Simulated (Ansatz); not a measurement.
**Single-point calculation, with input and output: Ru**

System: Ru (Fm-3m, 1 atom in the cell).
Method: DFT PBE, scalar-relativistic, plane waves, PAW, no spin polarisation (Ansatz 0.2.0).

The structure derives from an entry of the Crystallography Open Database.

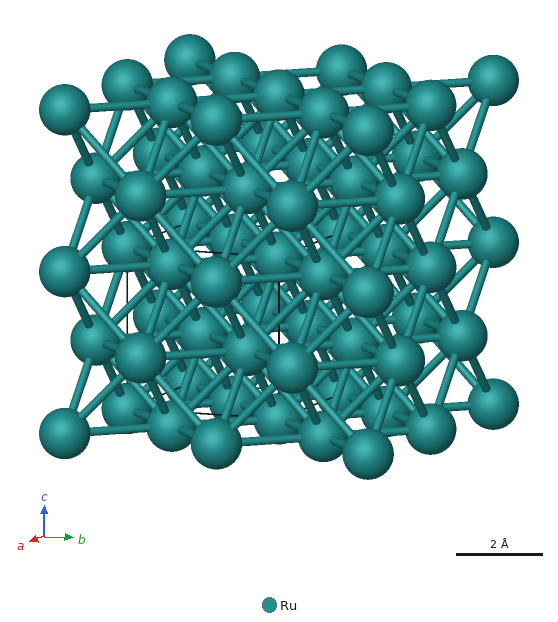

*The structure (ball-and-stick view of the cell 4 times as large as that of the calculation, set on its symmetry axes, repeated 2 × 2 × 2, seen slightly off an axis).*

Near neighbours in the crystal (not all of them lie inside the picture): Ru has 12 Ru at 2.71 Å.

Results in brief

- outcome: converged
- space group (tolerance 0.01 Å): Fm-3m (225)
- electrons treated: 16
- free energy: −5878.6104 eV
- Fermi energy: 22.377 eV
- gap on the k-point mesh: none (metallic)
- pressure: −5.35 GPa
- largest force (length of the vector): under 0.001 eV/Å
- hardware: 4 threads of Intel Xeon @ 2.30GHz, 28 GiB of memory available, shared host
- peak memory: 0.33 GiB

Notes

The cell is under a tension of 5.4 GPa at this level, so it is not at its equilibrium volume.

Input file
```yaml
crystal:
  lattice:
    - [0.0, 1.915, 1.915]
    - [1.915, 0.0, 1.915]
    - [1.915, 1.915, 0.0]
  atoms:
    - { symbol: Ru, position: [0.0, 0.0, 0.0] }
basis:
  ecutwfc: 420
kpoints:
  mp_grid: { grid: [8, 8, 8] }
hamiltonian:
  xc: pbe
scf:
  occupations: { method: gaussian, width: 0.1 }
output:
  forces: true
  stress: true
  eigenvalues: true
```

Launched with:
```bash
ansatz run input.yaml --threads 4 --pin off --max-ram 2560MiB --backend cpu --events-out ev --progress --plain --runs-dir out
```

What the program printed
```
Engine: ansatz 0.2.0, x86_64-unknown-linux-gnu
Pseudopotentials: kind: paw
Pseudopotential: Ru, paw, valence charge 16, recommended cutoff 420 eV (normal), Ru.paw.azcp
Functional definition: PBE
  parameter kappa = 0.804
  parameter beta = 0.06672455060314922
  exchange = pbe_x(kappa = kappa, mu = beta*pi^2/3)
  correlation = pbe_c(beta = beta)
Crystal: 1 atoms, lattice volume = 14.045 Å³
Basis set: ecut = 420 eV, 283 PW (Γ), exchange–correlation on 40×40×40 points (8 copies of the dense FFT grid, shifted against one another)
Bands: 12, of which v1, the nominal top of the filled ones, is band 8 counted from 1 (7 counted from 0)
Symmetry: 48 space group operations
Space group: Fm-3m (ITA 225), of the structure as read, at distance tolerance 2.4e-5 Å
k-points: 29 of 512
Non-local potential: Ru, projectors of the file, l = 0: 3, l = 1: 2, l = 2: 2, l = 3: 1
PAW form: soft (Blöchl's): semilocal exchange-correlation on the pseudo side does not see the compensation charge
PAW one-centre angular grid: Ru, 590 points (default); XC on 64 Gauss nodes
Initial density: superposition of atomic densities (neutral atoms: chi_scale 0, normalization atom), corrected by the library's trained network
Initial wavefunctions: pseudopotential atomic-orbital guess
Functional: x = pbe(κ = 0.804, μ = 0.2195149727645171), c = pbe(β = 0.06672455060314922)
SCF iter   1: F=—  HF=-5878.610736 eV  |F-HF|=—  |Δ(HF+E_count)|=         —  Δρ=8.40e-3  dr2=2.56e-3  ethr=1.77e-3  ⟨swp⟩=5.0  Hψ=1928  notcnv=0
preconditioner: auto → none  [insulator: Δε(μ)=0.161 eV  Ē_g=11.281 eV  σ=0.100 eV  W_gap=0.57  n_scr=0 (ndim 8)  ℏωp=28.0 eV  f_vac=0.000  D(μ)=0.80/eV (n_scr^D=8)  ε∞_Penn≈7.2]
SCF iter   2: F=—  HF=-5878.610304 eV  |F-HF|=—  |Δ(HF+E_count)|=   4.31e-4  Δρ=4.09e-3  dr2=4.69e-4  ethr=1.60e-5  ⟨swp⟩=2.2  Hψ=738  notcnv=0
SCF iter   3: F=—  HF=-5878.610394 eV  |F-HF|=—  |Δ(HF+E_count)|=   9.01e-5  Δρ=1.49e-3  dr2=8.42e-5  ethr=2.93e-6  ⟨swp⟩=2.8  Hψ=562  notcnv=0
SCF iter   4: F=—  HF=-5878.610408 eV  |F-HF|=—  |Δ(HF+E_count)|=   1.32e-5  Δρ=1.14e-4  dr2=1.17e-6  ethr=5.26e-7  ⟨swp⟩=2.3  Hψ=481  notcnv=0
iter 5 did not close the SCF: its close was put off for the readings that it lacked (scf_convergence_deferred on its scf_iter line)
SCF iter   5: F=-5878.610408 eV  HF=-5878.610408 eV  |F-HF|=4.30e-8  |Δ(HF+E_count)|=   1.10e-7  Δρ=2.48e-5  dr2=7.05e-8  ethr=7.33e-9  ⟨swp⟩=2.0  Hψ=569  notcnv=0
SCF iter   6: F=-5878.610408 eV  HF=-5878.610408 eV  |F-HF|=3.99e-9  |Δ(HF+E_count)|=   1.18e-8  Δρ=6.84e-6  dr2=5.87e-9  ethr=4.40e-10  ⟨swp⟩=2.9  Hψ=1236  notcnv=0
SCF 1 converged in 6 iterations: F = -5878.610408 eV  dr2 = 5.87e-9
  greatest PAW one-centre occupation: 0.998 electrons in one spin orbital (limit 2), on the Ru atom at site 0 (counted from 0), in its partial waves of l = 0
```

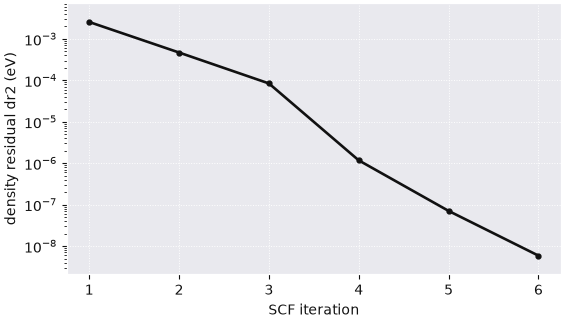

*Convergence of the self-consistent field: density residual dr2 against the SCF iteration.*

The residual falls at every step.

```
SCF converged after 6 iterations
Free energy (F): -5878.610408 eV
Harris-Foulkes:  -5878.610408 eV  (|F-HF|=3.99e-9)
Internal energy: -5878.606444 eV  (E = F + TS)
E sigma→0 (E₀):  -5878.608426 eV
Entropy (-TS):   -0.003963 eV (-3.963 meV/atom)
Fermi energy:    22.376893 eV
--- Per-component energies (eV) ---
  E_band       = -66.371107
  E_kinetic    = 513.298850
  E_local      = -1292.969330  (includes V_loc(G=0)·N_el)
  E_nonlocal   = 343.098820
  E_hartree    = 415.304476
  E_xc         = -190.202092
  E_vxc        = -238.756085  (∫ρ·V_xc dr)
  E_paw        = -3460.711471  (= ΣΔE_a)
  E_vpaw       = -221.655252  (= ΣTr[D̂ρ^β])
  E_aug_tail   = -0.000182  (compensation charges beyond the density's cutoff)
  E_ewald      = -2206.425514
  E_smearing   = -0.003963  (= −TS)
  E_closure    = -0.000000  (closes the sum)
  Σ components = -5878.610408   (vs F -5878.610408, Δ=0.00e0)
--- Forces (eV/Å), atoms counted from 1 ---
  atom   1  Ru    -0.00000000     0.00000000     0.00000000
  max |Σ_I F_I| component: 3.29e-32 eV/Å
--- Stress (GPa, compression-positive) ---
       -5.354213       0.000000      -0.000000
        0.000000      -5.354213       0.000000
        0.000000       0.000000      -5.354213
  P = ⅓ Tr σ = -5.3542 GPa (-53.542 kbar)
--- Band table (eV; the first three rows and the last of 29) ---
  k-point 0: bands = ["-50.4659", "-19.8996", "-19.8996", "-19.8996", "14.7763", "20.0329", "20.0329", "20.0329", "22.3609", "22.3609", "37.3658", "42.7863"]
  k-point 1: bands = ["-50.4431", "-20.0448", "-19.9187", "-19.9187", "15.3912", "19.7537", "20.2676", "20.2676", "22.2375", "22.2375", "38.3205", "40.5482"]
  k-point 2: bands = ["-50.3878", "-20.3879", "-19.9647", "-19.9647", "16.5990", "19.7801", "20.4166", "20.4166", "22.5240", "22.5240", "37.3907", "39.4711"]
  k-point 28: bands = ["-50.2568", "-20.5269", "-20.5269", "-20.2589", "17.7941", "19.1900", "19.1900", "22.0291", "24.6337", "32.6885", "32.6885", "34.1721"]
```

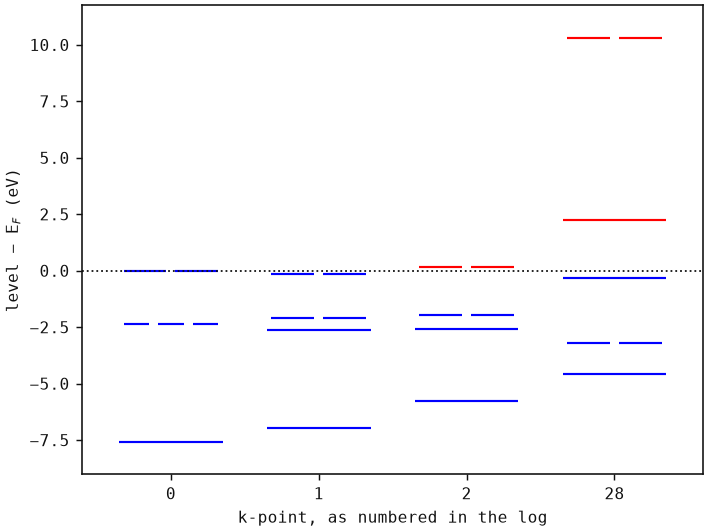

*Kohn–Sham levels near the Fermi level (dotted) at the few k-points that the log prints; levels within 0.02 eV of each other stand side by side.*

The system is metallic on the full mesh.
